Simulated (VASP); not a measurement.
# Driving VASP from ASE on SiC, part 2 of 3

Do ASE scripts that read SiC from different structure formats give one answer, and do several routes find one equilibrium volume? All runs use PBE. Left out of this account: 1 further run (fields: a reference on another mesh). The start is a computed cell from the Materials Project.

VASP 6.6.1; PBE; plane waves and PAW (Si, C).

So far. Step 2 (Total energy, forces and stress (PBE, through ASE)): The pressure is 3.86 GPa and the largest force 0.006 eV/Å, so the cell is not at a minimum at these settings. Step 3 (Self-consistent run (PBE, through ASE)): The energy lies +0.20 meV an atom from the first script, on another mesh.

## Step 4: Full relaxation (PBE, through ASE)

Properties are meant for the cell that this level of theory prefers, so cell and atoms are relaxed first (ISIF = 3) until forces and stress are small; EDIFFG sets the threshold.

File run.py:

```python
import numpy as np
from ase.calculators.vasp import Vasp
from ase.io import read

atoms = read('SiC.cif')

calc = Vasp(
    xc='pbe',
    pp='PBE',
    prec='Accurate',
    encut=520,
    ediff=1e-06,
    nelm=100,
    ismear=-1,
    sigma=0.05,
    lreal=False,
    algo='Normal',
    nbands=24,
    lorbit=11,
    lwave=False,
    lcharg=False,
    kpar=8,
    ibrion=2,
    nsw=60,
    isif=3,
    ediffg=-0.01,
    pp_version='64',
    setups={'Si': '', 'C': ''},
    kpts=(9, 9, 3),
    gamma=True,
    txt='vasp.out',
)
atoms.calc = calc

print("energy (eV):", round(atoms.get_potential_energy(), 6))
print("Fermi level (eV):", round(calc.get_fermi_level(), 4))
print("forces (eV/A):")
print(np.round(atoms.get_forces(), 4))
print("stress (GPa, Voigt, tension positive):", np.round(atoms.get_stress() * 160.21766, 3))
print("cell (A, degrees):", np.round(atoms.cell.cellpar(), 4))
print("volume (A^3):", round(atoms.get_volume(), 4))
print("positions:")
print(np.round(atoms.get_scaled_positions(), 5))
```

File SiC.cif:

```cif
data_SiC
_cell_length_a 3.07569415
_cell_length_b 3.07569415
_cell_length_c 10.07064648
_cell_angle_alpha 90.00000000
_cell_angle_beta 90.00000000
_cell_angle_gamma 120.00000000
_space_group_name_H-M_alt 'P1'
_space_group_name_Hall 'P 1'
_space_group_IT_number 1
loop_
_space_group_symop_operation_xyz
'x,y,z'
loop_
_atom_site_label
_atom_site_type_symbol
_atom_site_symmetry_multiplicity
_atom_site_Wyckoff_symbol
_atom_site_fract_x
_atom_site_fract_y
_atom_site_fract_z
_atom_site_occupancy
Si1 Si 1 a 0.6666666700 0.3333333300 0.9378419800 1
Si2 Si 1 a 0.3333333300 0.6666666700 0.4378419800 1
Si3 Si 1 a 0.0000000000 0.0000000000 0.6878943800 1
Si4 Si 1 a 0.0000000000 0.0000000000 0.1878943800 1
C1 C 1 a 0.6666666700 0.3333333300 0.7498025900 1
C2 C 1 a 0.3333333300 0.6666666700 0.2498025900 1
C3 C 1 a 0.0000000000 0.0000000000 0.5004600500 1
C4 C 1 a 0.0000000000 0.0000000000 0.0004600500 1
```

The projector-augmented-wave data sets are Si and C (PBE family, release 64).

On the command line:

```sh
$ export ASE_VASP_COMMAND="mpirun -np 8 vasp_std"
$ python run.py
```

Output:

```text
energy (eV): -60.247762
Fermi level (eV): 9.0191
forces (eV/A):
[[ 0.      0.      0.0067]
 [ 0.      0.      0.0067]
 [ 0.      0.     -0.0004]
 [-0.      0.     -0.0004]
 [-0.     -0.     -0.0034]
 [-0.      0.     -0.0034]
 [ 0.      0.     -0.0029]
 [ 0.      0.     -0.0029]]
stress (GPa, Voigt, tension positive): [ 0.012  0.012 -0.026 -0.    -0.    -0.   ]
cell (A, degrees): [  3.094    3.094   10.1283  90.      90.     120.    ]
volume (A^3): 83.965
positions:
[[6.6667e-01 3.3333e-01 9.3783e-01]
 [3.3333e-01 6.6667e-01 4.3783e-01]
 [0.0000e+00 0.0000e+00 6.8790e-01]
 [0.0000e+00 0.0000e+00 1.8790e-01]
 [6.6667e-01 3.3333e-01 7.4982e-01]
 [3.3333e-01 6.6667e-01 2.4982e-01]
 [0.0000e+00 0.0000e+00 5.0045e-01]
 [0.0000e+00 0.0000e+00 4.5000e-04]]
```

Elapsed: 18 s, on 8 MPI ranks of Intel Xeon Platinum 8259CL at 2.50GHz (Skylake/Cascade Lake), shared host; peak memory 1.9 GiB.

ASE turned this into the INCAR:

```
ENCUT = 520.000000
SIGMA = 0.050000
EDIFF = 1.00e-06
EDIFFG = -1.00e-02
ALGO = Normal
GGA = PE
PREC = Accurate
IBRION = 2
ISIF = 3
ISMEAR = -1
KPAR = 8
LORBIT = 11
NBANDS = 24
NELM = 100
NSW = 60
LCHARG = .FALSE.
LWAVE = .FALSE.
LREAL = .FALSE.
```

The KPOINTS that ASE wrote:

```
KPOINTS created by Atomic Simulation Environment
0
Gamma
9 9 3
0 0 0
```

vasp.out:

```text
[... set-up lines as in an earlier step ...]
 entering main loop
       N       E                     dE             d eps       ncg     rms          rms(c)
DAV:   1     0.783287789817E+02    0.78329E+02   -0.14654E+04  1152   0.121E+03
DAV:   2    -0.607710956324E+02   -0.13910E+03   -0.12976E+03  1576   0.200E+02
DAV:   3    -0.675926964938E+02   -0.68216E+01   -0.67793E+01  1520   0.434E+01
DAV:   4    -0.676844695959E+02   -0.91773E-01   -0.91677E-01  1520   0.586E+00
DAV:   5    -0.676863344631E+02   -0.18649E-02   -0.18646E-02  1528   0.787E-01    0.177E+01
DAV:   6    -0.604365945798E+02    0.72497E+01   -0.21314E+01  1480   0.209E+01    0.794E+00
DAV:   7    -0.602628030696E+02    0.17379E+00   -0.20874E+00  1600   0.670E+00    0.341E+00
DAV:   8    -0.602323802059E+02    0.30423E-01   -0.11847E-01  1392   0.173E+00    0.982E-01
DAV:   9    -0.602298935897E+02    0.24866E-02   -0.16775E-02  1496   0.729E-01    0.163E-01
DAV:  10    -0.602303817891E+02   -0.48820E-03   -0.13833E-03  1520   0.195E-01    0.779E-02
DAV:  11    -0.602304582436E+02   -0.76455E-04   -0.19791E-04  1472   0.911E-02    0.161E-02
DAV:  12    -0.602304603939E+02   -0.21503E-05   -0.82400E-06  1512   0.163E-02    0.574E-03
DAV:  13    -0.602304613241E+02   -0.93024E-06   -0.53727E-07  1072   0.441E-03
   1 F= -.60230461E+02 E0= -.60230461E+02  d E =-.602305E+02
 curvature:   0.00 expect dE= 0.000E+00 dE for cont linesearch  0.000E+00
 trial: gam= 0.00000 g(F)=  0.649E-05 g(S)=  0.716E-01 ort = 0.000E+00 (trialstep = 0.100E+01)
 search vector abs. value=  0.716E-01
 bond charge predicted
       N       E                     dE             d eps       ncg     rms          rms(c)
DAV:   1    -0.602576860215E+02   -0.27226E-01   -0.11487E+00  1400   0.678E+00    0.128E+00
DAV:   2    -0.602356555094E+02    0.22031E-01   -0.43374E-02  1464   0.114E+00    0.634E-01
DAV:   3    -0.602301587769E+02    0.54967E-02   -0.15037E-02  1464   0.580E-01    0.126E-01
DAV:   4    -0.602295416589E+02    0.61712E-03   -0.15730E-03  1528   0.188E-01    0.582E-02
DAV:   5    -0.602294226657E+02    0.11899E-03   -0.13144E-04  1480   0.592E-02    0.476E-02
DAV:   6    -0.602294101447E+02    0.12521E-04   -0.71376E-06  1536   0.149E-02    0.117E-02
DAV:   7    -0.602294055486E+02    0.45961E-05   -0.86569E-06  1456   0.126E-02    0.481E-03
DAV:   8    -0.602294056155E+02   -0.66844E-07   -0.26159E-07   984   0.314E-03
   2 F= -.60229406E+02 E0= -.60229406E+02  d E =0.105571E-02
 trial-energy change:    0.001056  1 .order    0.000094   -0.071604    0.071792
 step:   0.4893(harm=  0.4993)  dis= 0.00013  next Energy=   -60.247866 (dE=-0.174E-01)
 bond charge predicted
       N       E                     dE             d eps       ncg     rms          rms(c)
DAV:   1    -0.602550330902E+02   -0.25628E-01   -0.30474E-01  1408   0.353E+00    0.660E-01
DAV:   2    -0.602493266419E+02    0.57064E-02   -0.12226E-02  1456   0.596E-01    0.325E-01
DAV:   3    -0.602479333728E+02    0.13933E-02   -0.36898E-03  1480   0.290E-01    0.641E-02
DAV:   4    -0.602477824692E+02    0.15090E-03   -0.34880E-04  1512   0.896E-02    0.298E-02
DAV:   5    -0.602477602874E+02    0.22182E-04   -0.29744E-05  1440   0.281E-02    0.251E-02
DAV:   6    -0.602477622880E+02   -0.20006E-05   -0.18337E-06  1160   0.820E-03    0.136E-02
DAV:   7    -0.602477615279E+02    0.76005E-06   -0.22494E-06  1048   0.697E-03
   3 F= -.60247762E+02 E0= -.60247762E+02  d E =-.173002E-01
 curvature:  -0.25 expect dE=-0.197E-05 dE for cont linesearch -0.773E-10
 trial: gam= 0.00004 g(F)=  0.635E-05 g(S)=  0.154E-05 ort = 0.471E-05 (trialstep = 0.898E+00)
 search vector abs. value=  0.789E-05
 reached required accuracy - stopping structural energy minimisation
```

From OUTCAR (step 4):

```text
 Found     24 irreducible k-points:

   NELECT =      32.0000    total number of electrons

 E-fermi :   9.0191

 k-point     1 :       0.0000    0.0000    0.0000
  band No.  band energies     occupation
    ...
     12       7.4322      2.00000
     13       7.4322      2.00000
     14       7.9613      2.00000
     15       8.0139      2.00000
     16       8.0139      2.00000
     17      12.9751      0.00000
     18      13.5550      0.00000
     19      14.1354      0.00000
     20      14.1935      0.00000
     21      14.8927      0.00000
    ...

 k-point     2 :       0.1111    0.0000    0.0000
  band No.  band energies     occupation
    ...
     12       7.0556      2.00000
     13       7.1432      2.00000
     14       7.2434      2.00000
     15       7.8171      2.00000
     16       7.9138      2.00000
     17      13.2937      0.00000
     18      13.9130      0.00000
     19      13.9807      0.00000
     20      14.5201      0.00000
     21      14.7745      0.00000
    ...

  Total       -0.0061024     -0.0061024      0.0134286      0.0000000      0.0000000      0.0000000
  in kB       -0.1164432     -0.1164432      0.2562383      0.0000000      0.0000000      0.0000000
  external PRESSURE =       0.0077840 kB  Pullay stress =       0.0000000 kB

  energy-cutoff  :      520.00
  volume of cell :       83.97
      direct lattice vectors                 reciprocal lattice vectors
     3.093964485  0.000000000  0.000000000     0.323209916  0.186605332  0.000000000
    -1.546982242  2.679451842  0.000000000    -0.000000000  0.373210664  0.000000000
     0.000000000  0.000000000 10.128315038     0.000000000  0.000000000  0.098733106

 POSITION                                       TOTAL-FORCE (eV/Angst)
 -----------------------------------------------------------------------------------
      1.54698      0.89315      9.49864         0.000000      0.000000      0.006731
     -0.00000      1.78630      4.43448         0.000000      0.000000      0.006731
      0.00000      0.00000      6.96726         0.000000      0.000000     -0.000363
      0.00000      0.00000      1.90311        -0.000000      0.000000     -0.000363
      1.54698      0.89315      7.59437        -0.000000     -0.000000     -0.003426
     -0.00000      1.78630      2.53021        -0.000000      0.000000     -0.003426
     -0.00000      0.00000      5.06875         0.000000      0.000000     -0.002941
      0.00000      0.00000      0.00459         0.000000      0.000000     -0.002941
 -----------------------------------------------------------------------------------
    total drift:                                0.000000      0.000000     -0.001043

  FREE ENERGIE OF THE ION-ELECTRON SYSTEM (eV)
  ---------------------------------------------------
  free  energy   TOTEN  =       -60.2477615279 eV

  energy  without entropy=      -60.2477615279  energy(sigma->0) =      -60.24776153

 reached required accuracy - stopping structural energy minimisation

 total charge
# of ion       s       p       d       tot
------------------------------------------
    1        0.706   0.960   0.000   1.666
    2        0.706   0.960   0.000   1.666
    3        0.707   0.958   0.000   1.665
    4        0.707   0.958   0.000   1.665
    5        0.836   1.697   0.000   2.533
    6        0.836   1.697   0.000   2.533
    7        0.836   1.695   0.000   2.531
    8        0.836   1.695   0.000   2.531
--------------------------------------------------
tot          6.171  10.619   0.000  16.790

[... 8 parts as in an earlier step ...]

[... 5 further parts left out ...]
```

CONTCAR:

```
Si C
   1.00000000000000
     3.0939644849486503    0.0000000000000000    0.0000000000000000
    -1.5469822424743245    2.6794518423723681    0.0000000000000000
     0.0000000000000000    0.0000000000000000   10.1283150379843505
  Si              C
     4     4
Direct
     0.6666666699999979    0.3333333300000021    0.9378304003186438
     0.3333333300000021    0.6666666699999979    0.4378304003186438
     0.0000000000000000    0.0000000000000000    0.6878994959103140
     0.0000000000000000    0.0000000000000000    0.1878994959103139
     0.6666666699999979    0.3333333300000021    0.7498157630782230
     0.3333333300000021    0.6666666699999979    0.2498157630782229
     0.0000000000000000    0.0000000000000000    0.5004533406928267
     0.0000000000000000    0.0000000000000000    0.0004533406928267
```

The run keeps the 12 symmetry operations of its start, so it cannot find a distortion of lower symmetry.

Relaxation path:

| step | energy less that of the first step (eV) | largest force (eV/Å) | pressure (GPa) | volume (Å³) |
| --- | --- | --- | --- | --- |
| 1 | 0.0000 | 0.0056 | 3.86 | 82.50 |
| 2 | 0.0011 | 0.0177 | -3.74 | 85.51 |
| 3 | -0.0173 | 0.0067 | 0.00 | 83.97 |

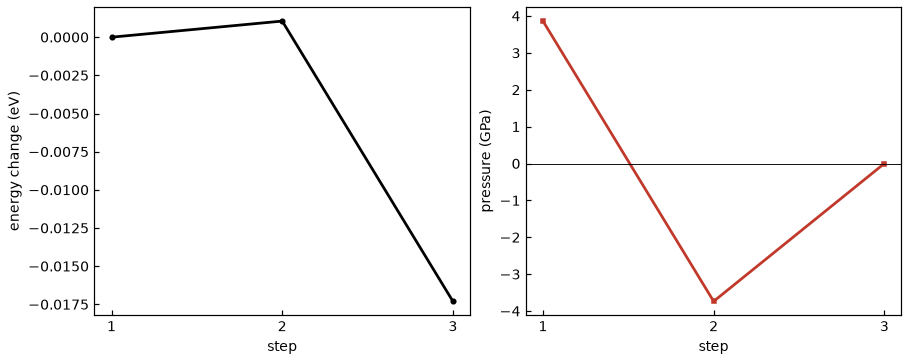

Energy and pressure along the relaxation.

| conventional cell, symmetrised | before | after | change |
| --- | --- | --- | --- |
| a (Å) | 3.076 | 3.094 | +0.6 % |
| b (Å) | 3.076 | 3.094 | +0.6 % |
| c (Å) | 10.071 | 10.128 | +0.6 % |
| volume (Å³/atom) | 10.31 | 10.50 | +1.8 % |

Final coordinates:

```xyz
8
Lattice="3.0940 0.0000 0.0000 -1.5470 2.6795 0.0000 0.0000 0.0000 10.1283" Properties=species:S:1:pos:R:3 pbc="T T T"
Si    1.5470    0.8932    9.4986
Si    0.0000    1.7863    4.4345
Si    0.0000    0.0000    6.9673
Si    0.0000    0.0000    1.9031
C     1.5470    0.8932    7.5944
C     0.0000    1.7863    2.5302
C     0.0000    0.0000    5.0687
C     0.0000    0.0000    0.0046
```

Numbers from this step:

| Item | Value |
| --- | --- |
| irreducible k-points | 24 |
| free energy (TOTEN) | -60.2478 eV |
| Fermi energy | 9.019 eV |
| pressure | 7.78e-4 GPa |
| conduction bottom at k | 0.4444, 0, 0 |
| least direct gap at k | 0.4444, 0, 0 |
| SCF cycles over all ionic steps | 28 |
| gap on the k-mesh | 2.332 eV |
| least direct gap on the k-mesh | 3.416 eV |

It ends with a largest force of 0.007 eV/Å and a pressure of 0.00 GPa.

## Step 5: Energy against volume, from ASE (PBE)

An ASE loop scales the volume and fits the energies, which gives the bulk modulus from energies alone.

File run.py:

```python
import numpy as np
from ase.calculators.vasp import Vasp
from ase.io import read
from ase.eos import EquationOfState
from ase.units import GPa

atoms = read('structure.vasp')

calc = Vasp(
    xc='pbe',
    pp='PBE',
    prec='Accurate',
    encut=520,
    ediff=1e-06,
    nelm=100,
    ismear=-1,
    sigma=0.05,
    lreal=False,
    algo='Normal',
    nbands=24,
    lorbit=11,
    lwave=False,
    lcharg=False,
    kpar=8,
    isif=2,
    pp_version='64',
    setups={'Si': '', 'C': ''},
    kpts=(9, 9, 3),
    gamma=True,
    txt='vasp.out',
)
atoms.calc = calc

cell, volumes, energies = atoms.get_cell(), [], []
for x in [0.94, 0.96, 0.98, 1.0, 1.02, 1.04, 1.06]:
    atoms.set_cell(cell * x ** (1 / 3), scale_atoms=True)
    volumes.append(atoms.get_volume())
    energies.append(atoms.get_potential_energy())
    print(f"{x:.2f}  V = {volumes[-1]:.4f} A^3  E = {energies[-1]:.6f} eV")
v0, e0, b0 = EquationOfState(volumes, energies, eos="birchmurnaghan").fit()
print(f"V0 = {v0:.4f} A^3  E0 = {e0:.6f} eV  B0 = {b0 / GPa:.2f} GPa")
```

File structure.vasp:

```
SiC
1.0
    3.0756941497      0.0000000000      0.0000000000
   -1.5378470748      2.6636292679      0.0000000000
    0.0000000000      0.0000000000     10.0706464800
Si C
4 4
Direct
    0.6666666700      0.3333333300      0.9378419800
    0.3333333300      0.6666666700      0.4378419800
    0.0000000000      0.0000000000      0.6878943800
    0.0000000000      0.0000000000      0.1878943800
    0.6666666700      0.3333333300      0.7498025900
    0.3333333300      0.6666666700      0.2498025900
    0.0000000000      0.0000000000      0.5004600500
    0.0000000000      0.0000000000      0.0004600500
```

Output:

```text
0.94  V = 77.5536 A^3  E = -59.876334 eV
0.96  V = 79.2037 A^3  E = -60.049638 eV
0.98  V = 80.8538 A^3  E = -60.165933 eV
1.00  V = 82.5039 A^3  E = -60.230461 eV
1.02  V = 84.1539 A^3  E = -60.247974 eV
1.04  V = 85.8040 A^3  E = -60.222848 eV
1.06  V = 87.4541 A^3  E = -60.159016 eV
V0 = 83.9817 A^3  E0 = -60.248212 eV  B0 = 212.74 GPa
```

Elapsed: 55 s, on 8 MPI ranks; peak memory 1.8 GiB.

The INCAR that ASE wrote:

```
ENCUT = 520.000000
SIGMA = 0.050000
EDIFF = 1.00e-06
ALGO = Normal
GGA = PE
PREC = Accurate
ISIF = 2
ISMEAR = -1
KPAR = 8
LORBIT = 11
NBANDS = 24
NELM = 100
LCHARG = .FALSE.
LWAVE = .FALSE.
LREAL = .FALSE.
```

ASE turned this into the KPOINTS:

```
KPOINTS created by Atomic Simulation Environment
0
Gamma
9 9 3
0 0 0
```

vasp.out (the last of its runs):

```text
[banner, memory and clock lines left out]
running    8 mpi-ranks, on    1 nodes
 distrk:  each k-point on    1 cores,    8 groups
 distr:  one band on    1 cores,    1 groups

 POSCAR found type information on POSCAR SiC
 POSCAR found :  2 types and       8 ions
 [... a notice as in an earlier step ...]

 LDA part: xc-table for (Slater+PW92), standard interpolation
 POSCAR, INCAR and KPOINTS ok, starting setup
 FFT: planning ... GRIDC
 FFT: planning ... GRID_SOFT
 FFT: planning ... GRID
 WAVECAR not read
 WARNING: random wavefunctions but no delay for mixing, default for NELMDL
 entering main loop
       N       E                     dE             d eps       ncg     rms          rms(c)
DAV:   1     0.771934834710E+02    0.77193E+02   -0.14490E+04  1152   0.120E+03
DAV:   2    -0.596606660279E+02   -0.13685E+03   -0.12754E+03  1616   0.194E+02
DAV:   3    -0.668826467324E+02   -0.72220E+01   -0.71719E+01  1536   0.436E+01
DAV:   4    -0.669855991734E+02   -0.10295E+00   -0.10280E+00  1496   0.612E+00
DAV:   5    -0.669878135604E+02   -0.22144E-02   -0.22140E-02  1544   0.843E-01    0.165E+01
DAV:   6    -0.602961772455E+02    0.66916E+01   -0.20693E+01  1504   0.202E+01    0.731E+00
DAV:   7    -0.601893003389E+02    0.10688E+00   -0.17816E+00  1600   0.620E+00    0.325E+00
DAV:   8    -0.601605772132E+02    0.28723E-01   -0.10058E-01  1400   0.162E+00    0.969E-01
DAV:   9    -0.601583880728E+02    0.21891E-02   -0.15685E-02  1496   0.707E-01    0.167E-01
DAV:  10    -0.601589239376E+02   -0.53586E-03   -0.15515E-03  1536   0.200E-01    0.806E-02
DAV:  11    -0.601590126408E+02   -0.88703E-04   -0.26607E-04  1480   0.100E-01    0.168E-02
DAV:  12    -0.601590150071E+02   -0.23663E-05   -0.98190E-06  1488   0.186E-02    0.630E-03
DAV:  13    -0.601590161909E+02   -0.11839E-05   -0.69970E-07  1128   0.502E-03    0.154E-03
DAV:  14    -0.601590164192E+02   -0.22826E-06   -0.10690E-07  1016   0.178E-03
   1 F= -.60159016E+02 E0= -.60159016E+02  d E =-.296174E-10
```

Parts of OUTCAR (step 5):

```text
   ENCUT  =  520.0 eV  38.22 Ry    6.18 a.u.   5.83  5.83 19.09*2*pi/ulx,y,z

   NELECT =      32.0000    total number of electrons

 E-fermi :   8.6152

 k-point     1 :       0.0000    0.0000    0.0000
  band No.  band energies     occupation
    ...
     12       6.9886      2.00000
     13       6.9886      2.00000
     14       7.5135      2.00000
     15       7.5655      2.00000
     16       7.5655      2.00000
     17      12.1839      0.00000
     18      12.7628      0.00000
     19      13.2183      0.00000
     20      13.3819      0.00000
     21      14.1967      0.00000
    ...

  Total       -4.3737930     -4.3737930     -4.3570410     -0.0000000      0.0000000      0.0000000
  in kB      -80.1288057    -80.1288057    -79.8219056     -0.0000000      0.0000000      0.0000000
  external PRESSURE =     -80.0265057 kB  Pullay stress =       0.0000000 kB

 POSITION                                       TOTAL-FORCE (eV/Angst)
 -----------------------------------------------------------------------------------
      1.56801      0.90529      9.62991         0.000000     -0.000000      0.013105
     -0.00000      1.81058      4.49583        -0.000000     -0.000000      0.013105
      0.00000      0.00000      7.06341         0.000000     -0.000000     -0.005178
      0.00000      0.00000      1.92933        -0.000000     -0.000000     -0.005178
      1.56801      0.90529      7.69909        -0.000000     -0.000000     -0.004342
     -0.00000      1.81058      2.56501         0.000000      0.000000     -0.004342
      0.00000      0.00000      5.13880         0.000000     -0.000000     -0.003586
      0.00000      0.00000      0.00472        -0.000000     -0.000000     -0.003586
 -----------------------------------------------------------------------------------
    total drift:                               -0.000000     -0.000000      0.000579

  FREE ENERGIE OF THE ION-ELECTRON SYSTEM (eV)
  ---------------------------------------------------
  free  energy   TOTEN  =       -60.1590164192 eV

  energy  without entropy=      -60.1590164191  energy(sigma->0) =      -60.15901642

[... 5 parts as in an earlier step ...]

[... 11 further parts left out ...]
```

Numbers from this step:

```yaml
bulk_modulus: 212.7 GPa
equilibrium_volume_of_the_fit: 10.50 Å³/atom
```

The fitted volume lies +0.02 % from the relaxed one.

(Part 2 of 3 ends here.)

[Lines on the potential files, build, host, timing and source positions are cut from VASP's logs without a mark.]

[Logs are printed without paths, hosts, clocks, repeated set-up lines and the standing remarks that a program may print on its own settings, such as how far it seeks lower states.]

[Hosts, paths, dates, database ids (printed as entryN), source tags and the programs' standing remarks are cut or masked in the printed files.]

[A measured line is paired with the nearest computed mode of its activity, which favours agreement.]
